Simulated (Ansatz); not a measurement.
**Work function of Nb(100): what the settings cost and change**

Aim: the numerical settings behind the work function of Nb(100), with the cost of each.

Calculated with Ansatz 0.2.0; plane-wave DFT, PBE, Ansatz PAW.

The experiments to compare with:

“Anisotropic work function of elemental crystals” (2019, arxiv:1902.07811) quotes from earlier work for Nb (clean (100) face, a compiled value): work function (clean (100) face, a compiled value) 3.97 eV.

## 1. The starting structure

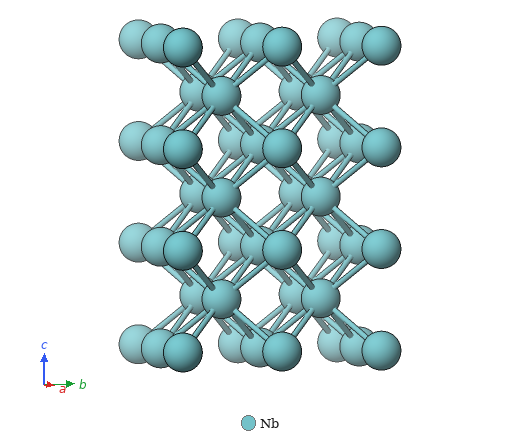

Start, viewed from the side, with the c axis up; niobium teal. 2×2×1 cells are drawn. Some periodic images of atoms are drawn too.

The cell holds 7 atoms: 7 Nb. Cell: a = 3.300 Å, b = 3.300 Å, c = 27.900 Å, α = 90.0°, β = 90.0°, γ = 90.0°. Vacuum lies along c.

## 2. Run, setting cutoff 200 eV

A work function rests on the faint tail of the density, so the SCF threshold is tight. The cutoff is raised first; then mesh and smearing are varied at the default cutoff.

input.yaml reads:

```yaml
crystal:
  lattice:
    - [3.3, 0.0, 0.0]
    - [0.0, 3.3, 0.0]
    - [0.0, 0.0, 27.9]
  atoms:
    - { symbol: Nb, position: [0.0, 0.0, 0.3225806452] }
    - { symbol: Nb, position: [0.5, 0.5, 0.3817204301] }
    - { symbol: Nb, position: [0.0, 0.0, 0.4408602151] }
    - { symbol: Nb, position: [0.5, 0.5, 0.5] }
    - { symbol: Nb, position: [0.0, 0.0, 0.5591397849] }
    - { symbol: Nb, position: [0.5, 0.5, 0.6182795699] }
    - { symbol: Nb, position: [0.0, 0.0, 0.6774193548] }
kpoints:
  mp_grid: { grid: [12, 12, 1] }
hamiltonian:
  xc: pbe
scf:
  occupations: { method: fermi_dirac, width: 0.1 }
  convergence: { dr2_threshold: 1.0e-09 }
efield:
  axis: 3
  dipole_correction: true
  ramp_position: 0.97
  ramp_width: 0.06
basis:
  ecutwfc: "200 eV"
output:
  write_potential: true
  write_density: true
  volumetric_format: npy
  elf: true
```

Started as:

```sh
ansatz run input.yaml --threads 2 --pin off --max-ram 3072MiB --backend cpu --events-out ev --progress --plain --runs-dir out
```

Numbers of over 12 decimals in the logs are rounded to 6 here.

The program printed:

```text
Warning: basis.ecutwfc = 200 eV is below the records' recommended 420 eV, and the density's cutoff is lower with it unless basis.ecutrho_ratio is high enough to keep the records' density cutoff: compare with a run at a higher cutoff
Engine: ansatz 0.2.0, aarch64-unknown-linux-gnu
Pseudopotentials: kind: paw
Pseudopotential: Nb, paw, valence charge 13, recommended cutoff 420 eV (normal), Nb.paw.azcp
Functional definition: PBE
  parameter kappa = 0.804
  parameter beta = 0.066725
  exchange = pbe_x(kappa = kappa, mu = beta*pi^2/3)
  correlation = pbe_c(beta = beta)
Crystal: 7 atoms, lattice volume = 303.831 Å³
Basis set: ecut = 200 eV, 1973 PW (Γ)
Bands: 55, of which v1, the nominal top of the filled ones, is band 46 counted from 1 (45 counted from 0)
Symmetry: 8 space group operations
k-points: 28 of 144
Non-local potential: Nb, projectors of the file, l = 0: 3, l = 1: 2, l = 2: 2, l = 3: 1
PAW form: soft (Blöchl's): semilocal exchange-correlation on the pseudo side does not see the compensation charge
PAW one-centre angular grid: Nb, 590 points (default); XC on 64 Gauss nodes
Initial density: superposition of atomic densities (neutral atoms: chi_scale 0, normalization atom), corrected by the library's trained network
Initial wavefunctions: pseudopotential atomic-orbital guess
Functional: x = pbe(κ = 0.804, μ = 0.219515), c = pbe(β = 0.066725)
SCF iter   1: F=—  HF=-31847.209921 eV  |F-HF|=—  |Δ(HF+E_count)|=         —  Δρ=3.65e-2  dr2=1.47e1  ethr=1.77e-3  p=0.000 e·Å  D=1.96e-13 V/Å  ΔV_dip=-0.00 eV  dr2_dipole=3.04e-11  V_vac-E_F(+/−)=3.89/3.89 eV  ⟨swp⟩=8.4  Hψ=6860  notcnv=0
efield: sawtooth ramp at fractional position 0.9700 (set: `efield.ramp_position`, or a place that a band, a saddle search or an elastic batch's reference lends), width 0.0600; the density the first Hamiltonian is built on has a dipole p = 0.000 e·Å; the dipole correction subtracts the counter field D = 1.96e-13 V/Å, which shifts the + side's vacuum level by -0.00 eV against the − side's; the planar-averaged density in the ramp window peaks in size at 1.5e-5 e/Å³
preconditioner: auto → LDOS  [metal: Δε(μ)=0.004 eV  Ē_g=3.249 eV  σ=0.100 eV  W_gap=0.01  n_scr=62 (ndim 8)  ℏωp=12.6 eV  f_vac=0.511  D(μ)=7.24/eV (n_scr^D=46)  β→1.0]
SCF iter   2: F=—  HF=-31846.521360 eV  |F-HF|=—  |Δ(HF+E_count)|=   6.89e-1  Δρ=1.52e-2  dr2=4.52e0  ethr=1.77e-3  p=-0.000 e·Å  D=-2.10e-7 V/Å  ΔV_dip=0.00 eV  dr2_dipole=3.11e-7  V_vac-E_F(+/−)=3.72/3.72 eV  ⟨swp⟩=3.1  Hψ=3411  notcnv=0
SCF iter   3: F=—  HF=-31846.293998 eV  |F-HF|=—  |Δ(HF+E_count)|=   2.27e-1  Δρ=2.09e-3  dr2=1.36e-1  ethr=1.77e-3  p=0.000 e·Å  D=4.86e-8 V/Å  ΔV_dip=-0.00 eV  dr2_dipole=1.36e-8  V_vac-E_F(+/−)=3.77/3.77 eV  ⟨swp⟩=2.5  Hψ=2357  notcnv=0
SCF iter   4: F=—  HF=-31846.291068 eV  |F-HF|=—  |Δ(HF+E_count)|=   2.93e-3  Δρ=6.31e-4  dr2=2.98e-3  ethr=1.50e-4  p=-0.000 e·Å  D=-1.25e-6 V/Å  ΔV_dip=0.00 eV  dr2_dipole=5.03e-10  V_vac-E_F(+/−)=3.77/3.77 eV  ⟨swp⟩=1.8  Hψ=1809  notcnv=0
SCF iter   5: F=—  HF=-31846.290543 eV  |F-HF|=—  |Δ(HF+E_count)|=   5.25e-4  Δρ=1.60e-4  dr2=1.88e-4  ethr=3.28e-6  p=-0.000 e·Å  D=-4.16e-7 V/Å  ΔV_dip=0.00 eV  dr2_dipole=1.21e-10  V_vac-E_F(+/−)=3.78/3.78 eV  ⟨swp⟩=2.3  Hψ=2599  notcnv=0
SCF iter   6: F=—  HF=-31846.290573 eV  |F-HF|=—  |Δ(HF+E_count)|=   3.00e-5  Δρ=8.28e-5  dr2=7.46e-5  ethr=2.06e-7  p=0.000 e·Å  D=1.75e-7 V/Å  ΔV_dip=-0.00 eV  dr2_dipole=6.61e-10  V_vac-E_F(+/−)=3.79/3.79 eV  ⟨swp⟩=2.4  Hψ=2541  notcnv=0
SCF iter   7: F=—  HF=-31846.290575 eV  |F-HF|=—  |Δ(HF+E_count)|=   1.18e-6  Δρ=2.07e-5  dr2=5.39e-6  ethr=8.20e-8  p=0.000 e·Å  D=3.35e-7 V/Å  ΔV_dip=-0.00 eV  dr2_dipole=3.70e-11  V_vac-E_F(+/−)=3.80/3.80 eV  ⟨swp⟩=2.0  Hψ=2068  notcnv=0
SCF iter   8: F=—  HF=-31846.290573 eV  |F-HF|=—  |Δ(HF+E_count)|=   1.81e-6  Δρ=1.01e-5  dr2=9.53e-7  ethr=5.92e-9  p=0.000 e·Å  D=1.31e-7 V/Å  ΔV_dip=-0.00 eV  dr2_dipole=3.36e-12  V_vac-E_F(+/−)=3.80/3.80 eV  ⟨swp⟩=2.5  Hψ=2720  notcnv=0
SCF iter   9: F=—  HF=-31846.290573 eV  |F-HF|=—  |Δ(HF+E_count)|=   3.79e-8  Δρ=3.21e-6  dr2=1.09e-7  ethr=1.05e-9  p=0.000 e·Å  D=5.04e-8 V/Å  ΔV_dip=-0.00 eV  dr2_dipole=2.20e-13  V_vac-E_F(+/−)=3.80/3.81 eV  ⟨swp⟩=2.0  Hψ=2605  notcnv=0
SCF iter  10: F=—  HF=-31846.290573 eV  |F-HF|=—  |Δ(HF+E_count)|=   1.54e-8  Δρ=8.94e-7  dr2=7.84e-9  ethr=1.20e-10  p=0.000 e·Å  D=2.31e-8 V/Å  ΔV_dip=-0.00 eV  dr2_dipole=2.93e-16  V_vac-E_F(+/−)=3.81/3.81 eV  ⟨swp⟩=2.3  Hψ=2376  notcnv=0
SCF iter  11: F=-31846.290573 eV  HF=-31846.290573 eV  |F-HF|=9.39e-10  |Δ(HF+E_count)|=   4.69e-9  Δρ=2.86e-7  dr2=6.43e-10  ethr=1.10e-12  p=0.000 e·Å  D=1.09e-8 V/Å  ΔV_dip=-0.00 eV  dr2_dipole=1.17e-14  V_vac-E_F(+/−)=3.81/3.81 eV  ⟨swp⟩=10.2  Hψ=4410  notcnv=0
the search or the solves at the SCF's close seem to have found levels that the self-consistency loop had missed (the run counts 1). By its estimate they hold under 1e-12 electrons; where the run keeps them, the occupations were computed again with them
WARN: efield: at this solve's end the planar-averaged density reaches 2.03e-5 e/Å³ inside the ramp window [0.9342, 0.0658] (bound 1e-5 e/Å³), and 1.33e-5 e/Å³ on another of its planes; the window's nearer edge stands 7.16 Å from this solve's nearest atom along the axis. Its work functions, free energy, forces, stress, dipole, levels and responses can be off, and this figure does not tell by how much. A short vacuum, a low `basis.ecutwfc` or `basis.ecutrho_ratio` and negative occupations (`scf.occupations.method`) can put density there. See the manual's quickstart, § The vacuum guard
SCF 1 converged in 11 iterations: F = -31846.290573 eV  dr2 = 6.43e-10
  greatest PAW one-centre occupation: 1.041 electrons in one spin orbital (limit 2), on the Nb atom at site 5 (counted from 0), in its partial waves of l = 1
WARN: The output density's exchange-correlation potential varies sharply where the density is thin. Do not read a vacuum level from v_tot or v_xc, or from such a field of the output density. On a cell that repeats whose density bears no net charge and no dipole along the vacuum's axis use v_es (v_loc + v_h of the components); under efield.dipole_correction with no amplitude use v_es + v_field, which holds any externa [...]
SCF converged after 11 iterations
Free energy (F): -31846.290573 eV
Harris-Foulkes:  -31846.290573 eV  (|F-HF|=9.39e-10)
Internal energy: -31845.963115 eV  (E = F + TS)
E sigma→0 (E₀):  -31846.126844 eV
Entropy (-TS):   -0.327458 eV (-46.780 meV/atom)
Fermi energy:    5.435009 eV
Dipole field:    D = 0.000000 V/Å  (p = 0.000000 e·Å, saw-weighted, corrected)
Work function:   Φ+ = 3.8052 eV   Φ− = 3.8062 eV
Levels:          The Fermi level and band energies are counted from a zero that moves with the ramp; work functions are not
Vacuum region:   at the solve's end the planar-averaged density reaches 2.03e-5 e/Å³ inside the ramp window [0.9342, 0.0658] (bound 1e-5 e/Å³), and 1.33e-5 e/Å³ on another of its planes
--- Per-component energies (eV) ---
  E_band       = -1647.221468
  E_kinetic    = 2737.578140
  E_local      = -115228.243754  (includes V_loc(G=0)·N_el)
  E_nonlocal   = 815.647374
  E_hartree    = 56120.306153
  E_xc         = -1218.035599
  E_vxc        = -1477.412477  (∫ρ·V_xc dr)
  E_paw        = -21497.086259  (= ΣΔE_a)
  E_vpaw       = -735.397770  (= ΣTr[D̂ρ^β])
  E_aug_tail   = 0.000106  (compensation charges beyond the density's cutoff)
  E_efield     = 0.000000  (sawtooth field / dipole correction)
  E_vefield    = 0.000000  (∫n·V_field dr)
  E_ewald      = 46423.870723
  E_smearing   = -0.327458  (= −TS)
  E_closure    = -0.000000  (closes the sum)
  Σ components = -31846.290573   (vs F -31846.290573, Δ=0.00e0)
--- Band table (eV; the first three rows and the last of 28) ---
  k-point 0: bands = [... 42 lower, 5.5053, 5.5322, 5.5931, 5.6358, 5.6358, 5.8733, 5.8733, 6.0536, ... 5 higher]
  k-point 1: bands = [... 42 lower, 5.4232, 5.4372, 5.5585, 5.5651, 5.7011, 5.8673, 5.9520, 6.1429, ... 5 higher]
  k-point 2: bands = [... 42 lower, 5.2014, 5.2758, 5.3370, 5.3692, 5.5381, 6.1238, 6.1280, 6.2141, ... 5 higher]
  k-point 27: bands = [... 42 lower, 4.4818, 5.3388, 5.3388, 6.5256, 6.5256, 7.6535, 7.6709, 8.0175, ... 5 higher]
```

Run time: 30 s. Hardware: 2 threads of Arm Neoverse N1, shared host; peak memory 0.42 GiB.

In the SCF lines HF is the Harris–Foulkes energy and dr2 the Hartree energy of the density residual, in eV; the loop may stop once dr2 is under the threshold and the program's other checks hold. Hψ counts applications of the Hamiltonian.

Numbers from this step:

* energy at zero smearing: -31846.1268 eV
* work function, upper face: 3.805 eV

Running mean over 1.65 Å of the planar mean; the ramp of the sawtooth is left out. The electron's electrostatic potential energy less the Fermi level by z:

| z (Å) | electron's electrostatic potential energy less the Fermi level (eV) |
| --- | --- |
| 4 | 3.78 |
| 6 | 3.64 |
| 8 | -2.89 |
| 10 | -11.2 |
| 12 | -11.2 |
| 14 | -11.1 |
| 16 | -11.2 |
| 18 | -11.2 |
| 20 | -1.88 |
| 22 | 3.66 |
| 24 | 3.78 |

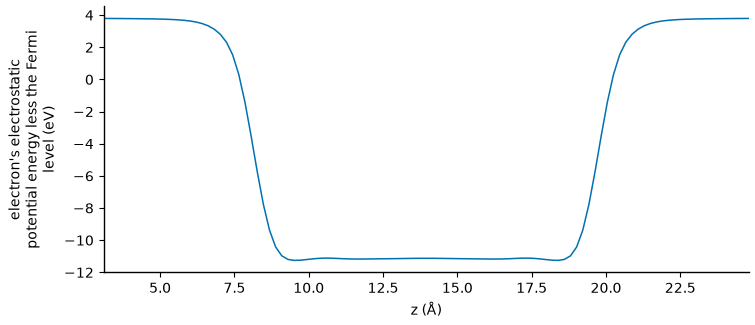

Electron's electrostatic potential energy less the Fermi level, plotted against z.

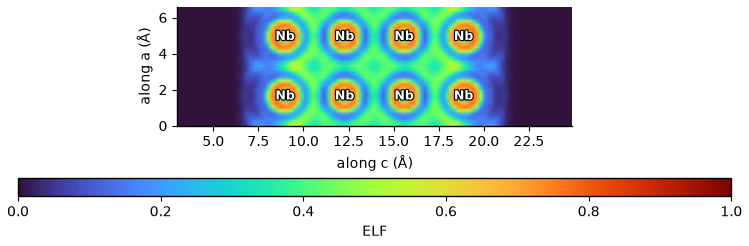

ELF in the ca plane at fractional y = 0.000, with atoms of Nb within 0.2 Å of it. It is the smooth field of the valence electrons, not physical close to the nuclei. The map starts off the cell's origin, so that atoms lie inside it. The far vacuum is left out of the map.

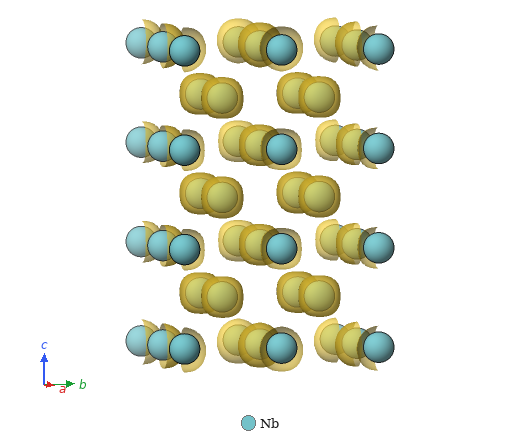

Surface of ELF = 0.69. 2×2×1 cells are drawn.

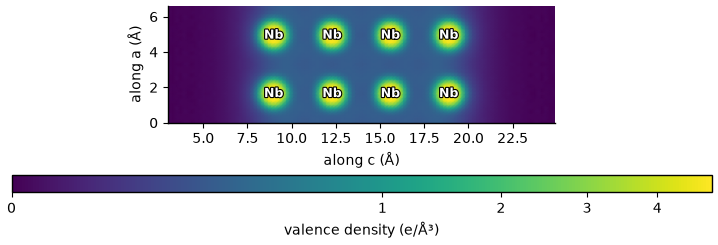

Valence density in the ca plane at fractional y = 0.000, with atoms of Nb within 0.2 Å of it. It is the smooth field of the valence electrons, not physical close to the nuclei. The map starts off the cell's origin, so that atoms lie inside it. The colour scale is stretched toward low values. The far vacuum is left out of the map.

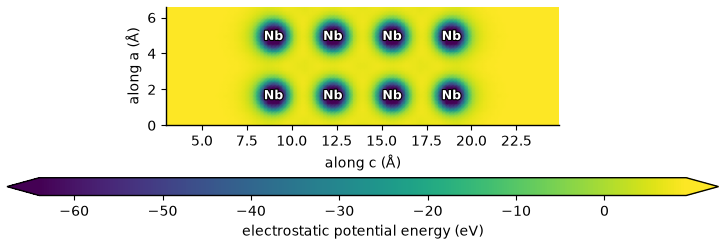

Electrostatic potential energy in the ca plane at fractional y = 0.000, with atoms of Nb within 0.2 Å of it. With pseudopotentials it is smooth inside the atoms' cores, unlike the true potential. The map starts off the cell's origin, so that atoms lie inside it. The far vacuum is left out of the map.

The work function is 3.805 eV.

## 3. Slab

input.yaml: that of step 2 with these lines changed.

```diff
@@ -26,3 +26,3 @@
 basis:
-  ecutwfc: "200 eV"
+  ecutwfc: "300 eV"
 output:
@@ -31,2 +31 @@
   volumetric_format: npy
-  elf: true
```

The program printed:

```text
[...]
Crystal: 7 atoms, lattice volume = 303.831 Å³
Basis set: ecut = 300 eV, 3643 PW (Γ)
Bands: 55, of which v1, the nominal top of the filled ones, is band 46 counted from 1 (45 counted from 0)
Symmetry: 8 space group operations
k-points: 28 of 144
[...]
k-point 0: bands = [... 42 lower, 5.5833, 5.5833, 5.6268, 5.6268, 5.7830, 5.7830, 5.7927, 6.1405, ... 5 higher]
  k-point 1: bands = [... 42 lower, 5.4004, 5.4019, 5.5943, 5.6137, 5.7298, 5.8350, 5.8866, 6.0925, ... 5 higher]
  k-point 2: bands = [... 42 lower, 5.1733, 5.2880, 5.3222, 5.4340, 5.5401, 6.0518, 6.1287, 6.1861, ... 5 higher]
  k-point 27: bands = [... 42 lower, 4.3230, 5.1861, 5.1861, 6.3638, 6.3638, 7.5888, 7.6088, 7.8680, ... 5 higher]
[key lines of the parts left out:]
SCF converged after 11 iterations
Free energy (F): -31862.468764 eV
Fermi energy:    5.410487 eV
Dipole field:    D = -0.000000 V/Å  (p = -0.000000 e·Å, saw-weighted, corrected)
Work function:   Φ+ = 3.7234 eV   Φ− = 3.7234 eV
```

The job ended after 52 s (2 threads; peak memory 0.55 GiB; 84 s of CPU time).

The work function is 3.723 eV, -0.082 eV from the run “cutoff 200 eV”, at 1.7 times its CPU time.

## 4. Slab

input.yaml: that of step 3 with these lines changed.

```diff
@@ -26,3 +26,3 @@
 basis:
-  ecutwfc: "300 eV"
+  ecutwfc: "420 eV"
 output:
```

The program printed:

```text
[...]
Crystal: 7 atoms, lattice volume = 303.831 Å³
Basis set: ecut = 420 eV, 6013 PW (Γ)
Bands: 55, of which v1, the nominal top of the filled ones, is band 46 counted from 1 (45 counted from 0)
Symmetry: 8 space group operations
k-points: 28 of 144
[...]
k-point 0: bands = [... 42 lower, 5.5834, 5.5834, 5.6256, 5.6256, 5.7834, 5.7834, 5.7922, 6.1417, ... 5 higher]
  k-point 1: bands = [... 42 lower, 5.3992, 5.4020, 5.5942, 5.6134, 5.7300, 5.8350, 5.8859, 6.0928, ... 5 higher]
  k-point 2: bands = [... 42 lower, 5.1726, 5.2877, 5.3209, 5.4337, 5.5397, 6.0524, 6.1291, 6.1853, ... 5 higher]
  k-point 27: bands = [... 42 lower, 4.3216, 5.1844, 5.1844, 6.3607, 6.3607, 7.5880, 7.6072, 7.8626, ... 5 higher]
[key lines of the parts left out:]
SCF converged after 11 iterations
Free energy (F): -31862.695062 eV
Fermi energy:    5.409373 eV
Dipole field:    D = 0.000000 V/Å  (p = 0.000000 e·Å, saw-weighted, corrected)
Work function:   Φ+ = 3.7228 eV   Φ− = 3.7228 eV
```

Wall time 71 s (2 threads); peak memory 0.76 GiB.

The work function is 3.723 eV, -0.082 eV from the run “cutoff 200 eV”, at 2.4 times its CPU time.

## 5. Slab

input.yaml: that of step 4 with these lines changed.

```diff
@@ -26,3 +26,3 @@
 basis:
-  ecutwfc: "420 eV"
+  ecutwfc: "600 eV"
 output:
```

The program printed:

```text
[...]
Crystal: 7 atoms, lattice volume = 303.831 Å³
Basis set: ecut = 600 eV, 10215 PW (Γ)
Bands: 55, of which v1, the nominal top of the filled ones, is band 46 counted from 1 (45 counted from 0)
Symmetry: 8 space group operations
k-points: 28 of 144
[...]
k-point 0: bands = [... 42 lower, 5.5834, 5.5834, 5.6256, 5.6256, 5.7834, 5.7834, 5.7923, 6.1417, ... 5 higher]
  k-point 1: bands = [... 42 lower, 5.3992, 5.4020, 5.5942, 5.6134, 5.7300, 5.8350, 5.8858, 6.0928, ... 5 higher]
  k-point 2: bands = [... 42 lower, 5.1726, 5.2876, 5.3209, 5.4337, 5.5397, 6.0524, 6.1291, 6.1853, ... 5 higher]
  k-point 27: bands = [... 42 lower, 4.3215, 5.1842, 5.1842, 6.3605, 6.3605, 7.5880, 7.6072, 7.8624, ... 5 higher]
[key lines of the parts left out:]
SCF converged after 11 iterations
Free energy (F): -31862.699394 eV
Fermi energy:    5.409314 eV
Dipole field:    D = 0.000000 V/Å  (p = 0.000000 e·Å, saw-weighted, corrected)
Work function:   Φ+ = 3.7228 eV   Φ− = 3.7228 eV
```

It took 2.3 min on 2 threads; peak memory 1.1 GiB; 3.7 min of CPU time.

The work function is 3.723 eV, +0.000 eV from the run “cutoff 420 eV”, at 1.9 times its CPU time.

## 6. Run

input.yaml: that of step 5 with these lines changed.

```diff
@@ -14,3 +14,3 @@
 kpoints:
-  mp_grid: { grid: [12, 12, 1] }
+  mp_grid: { grid: [2, 2, 1] }
 hamiltonian:
@@ -25,4 +25,2 @@
   ramp_width: 0.06
-basis:
-  ecutwfc: "600 eV"
 output:
```

The program printed:

```text
[...]
Crystal: 7 atoms, lattice volume = 303.831 Å³
Basis set: ecut = 420 eV, 6013 PW (Γ)
Bands: 55, of which v1, the nominal top of the filled ones, is band 46 counted from 1 (45 counted from 0)
Symmetry: 8 space group operations
k-points: 3 of 4
[...]
Work function:   Φ+ = 3.8099 eV   Φ− = 3.8097 eV
[...]
--- Band table (eV) ---
  k-point 0: bands = [... 42 lower, 5.3879, 5.3879, 5.5072, 5.5989, 5.6248, 5.6287, 5.6287, 5.9586, ... 5 higher]
  k-point 1: bands = [... 42 lower, 4.6603, 5.1460, 5.3323, 5.4806, 5.5121, 5.7340, 6.0480, 6.4579, ... 5 higher]
  k-point 2: bands = [... 42 lower, 4.1103, 4.9887, 4.9887, 6.1098, 6.1098, 7.6488, 7.6623, 7.8309, ... 5 higher]
[key lines of the parts left out:]
SCF converged after 13 iterations
Free energy (F): -31862.124078 eV
Fermi energy:    5.522896 eV
Dipole field:    D = -0.000005 V/Å  (p = -0.000008 e·Å, saw-weighted, corrected)
```

Wall time 8.2 s (2 threads); peak memory 0.49 GiB.

The work function is 3.810 eV, +0.087 eV from the run “cutoff 420 eV”, at 0.074 times its CPU time.

## 7. Run

input.yaml: that of step 6 with these lines changed.

```diff
@@ -14,3 +14,3 @@
 kpoints:
-  mp_grid: { grid: [2, 2, 1] }
+  mp_grid: { grid: [4, 4, 1] }
 hamiltonian:
```

The program printed:

```text
[...]
Crystal: 7 atoms, lattice volume = 303.831 Å³
Basis set: ecut = 420 eV, 6013 PW (Γ)
Bands: 55, of which v1, the nominal top of the filled ones, is band 46 counted from 1 (45 counted from 0)
Symmetry: 8 space group operations
k-points: 6 of 16
[...]
k-point 0: bands = [... 42 lower, 5.5912, 5.5912, 5.6175, 5.6175, 5.7716, 5.7716, 5.7866, 6.1582, ... 5 higher]
  k-point 1: bands = [... 42 lower, 4.9606, 5.0554, 5.1266, 5.3559, 5.5365, 5.8006, 5.9593, 6.6365, ... 5 higher]
  k-point 2: bands = [... 42 lower, 4.7374, 5.3508, 5.4306, 5.4905, 5.6576, 5.8837, 6.2210, 6.6144, ... 5 higher]
  k-point 5: bands = [... 42 lower, 4.3250, 5.1824, 5.1824, 6.3619, 6.3619, 7.5810, 7.6008, 7.8768, ... 5 higher]
[key lines of the parts left out:]
SCF converged after 11 iterations
Free energy (F): -31862.848074 eV
Fermi energy:    5.392861 eV
Dipole field:    D = 0.000000 V/Å  (p = 0.000000 e·Å, saw-weighted, corrected)
Work function:   Φ+ = 3.7295 eV   Φ− = 3.7295 eV
```

Run time: 17 s. Hardware: 2 threads; peak memory 0.49 GiB.

The work function is 3.730 eV, +0.007 eV from the run “cutoff 420 eV”, at 0.19 times its CPU time.

(Part 1 of 2 ends here.)

[Logs are printed without paths, hosts, clocks, repeated set-up lines and the standing remarks that a program may print on its own settings, such as how far it seeks lower states.]

[Hosts, paths, dates, database ids (printed as entryN), source tags and the programs' standing remarks are cut or masked in the printed files.]

[Maps of the electrostatic potential energy from Ansatz leave out the sawtooth potential of an applied field or a dipole correction, so their vacuum need not be flat; planar profiles and work functions include it.]
